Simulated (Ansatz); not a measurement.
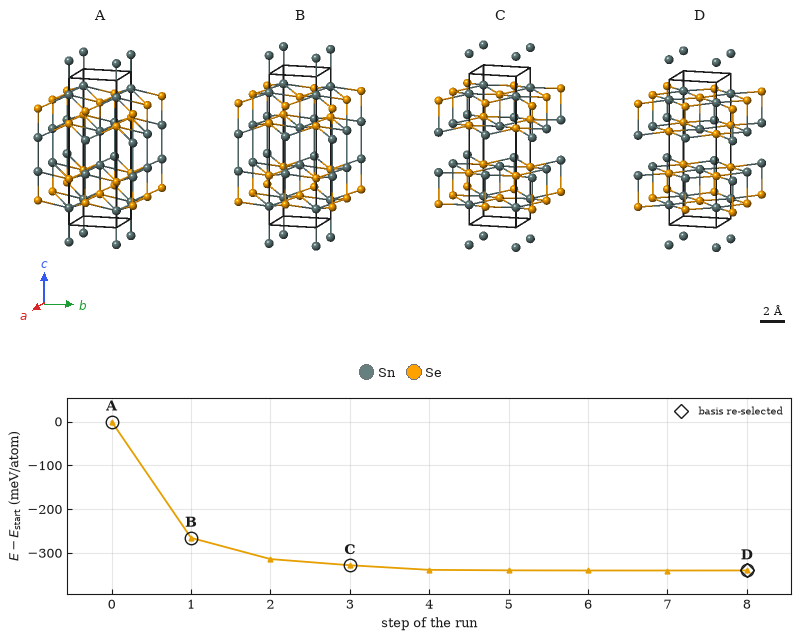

Frames of a relaxation of solid SnSe (built on the HgF-139 type type), marked on the history of the run. A ball-and-stick model of the conventional cell (2 times the calculation's cell), seen slightly off an axis. Lengths and directions refer to the drawn axes.

Computed with Ansatz 0.2.0, DFT, PBEsol, plane waves, PAW. (plane-wave cutoff 420 eV; k-point mesh 8 × 8 × 8; occupations fermi dirac; smearing width 0.03 eV; no spin polarisation; cell and atoms relaxed; force threshold 0.01 eV/Å; at most 120 steps)

Question: What happens along the run?

Answer: The largest moves relative to the cell, 0.55 Å, are those of Se atoms. Largest moves by element: Se 0.55 Å, Sn 0.29 Å. Cell: a = b 4.216 → 4.202 Å (−0.3 %), c 12.728 → 12.558 Å (−1.3 %). Volume −2.0 %. Among the contacts that change: Sn–Sn 2.940 → 3.475 Å, Se–Sn 2.499 → 2.724 Å, Se–Sn 3.121 → 2.972 Å. Bond angles that change, for instance: Se–Sn–Se 145.5° → 176.9°, Sn–Se–Sn 145.5° → 176.9°, Se–Sn–Se 72.8° → 88.5°. The space group stays I4/mmm (No. 139). The energy falls by 340 meV per atom in 7 accepted moves (8 points after the start). Largest force component: 3.1 eV/Å at the start, 0.0038 eV/Å at the end. The pressure goes from 3.07 to −0.01 GPa. The SCF was repeated once at an unchanged geometry on a basis and grid sized afresh for the cell, which shifted the energy by 0.1 meV per atom at most. From step 0 to 1: Se atoms move most (0.20 Å), volume +0.6 %, energy −265 meV per atom. From step 1 to 3: Se atoms move most (0.20 Å), volume −0.7 %, energy −62.6 meV per atom. From step 3 to 8: Se atoms move most (0.16 Å), volume −2.0 %, energy −11.9 meV per atom.

```json
{"step": "0", "E − E(0), meV/atom": "0.00", "largest force component, eV/Å": "3.0695", "pressure, GPa": "3.07", "volume, Å³/atom": "28.282", "note": ""}
{"step": "1", "E − E(0), meV/atom": "-265.37", "largest force component, eV/Å": "0.9244", "pressure, GPa": "0.26", "volume, Å³/atom": "28.461", "note": ""}
{"step": "2", "E − E(0), meV/atom": "-313.91", "largest force component, eV/Å": "0.3212", "pressure, GPa": "0.65", "volume, Å³/atom": "28.161", "note": ""}
{"step": "3", "E − E(0), meV/atom": "-327.95", "largest force component, eV/Å": "0.1403", "pressure, GPa": "-0.01", "volume, Å³/atom": "28.272", "note": ""}
{"step": "4", "E − E(0), meV/atom": "-338.53", "largest force component, eV/Å": "0.1576", "pressure, GPa": "-0.54", "volume, Å³/atom": "27.871", "note": ""}
{"step": "5", "E − E(0), meV/atom": "-339.61", "largest force component, eV/Å": "0.0791", "pressure, GPa": "0.47", "volume, Å³/atom": "27.503", "note": ""}
{"step": "6", "E − E(0), meV/atom": "-339.98", "largest force component, eV/Å": "0.0019", "pressure, GPa": "0.02", "volume, Å³/atom": "27.719", "note": ""}
{"step": "7", "E − E(0), meV/atom": "-339.99", "largest force component, eV/Å": "0.0039", "pressure, GPa": "-0.01", "volume, Å³/atom": "27.715", "note": ""}
{"step": "8", "E − E(0), meV/atom": "-339.90", "largest force component, eV/Å": "0.0038", "pressure, GPa": "-0.01", "volume, Å³/atom": "27.715", "note": "same geometry, new basis"}
```
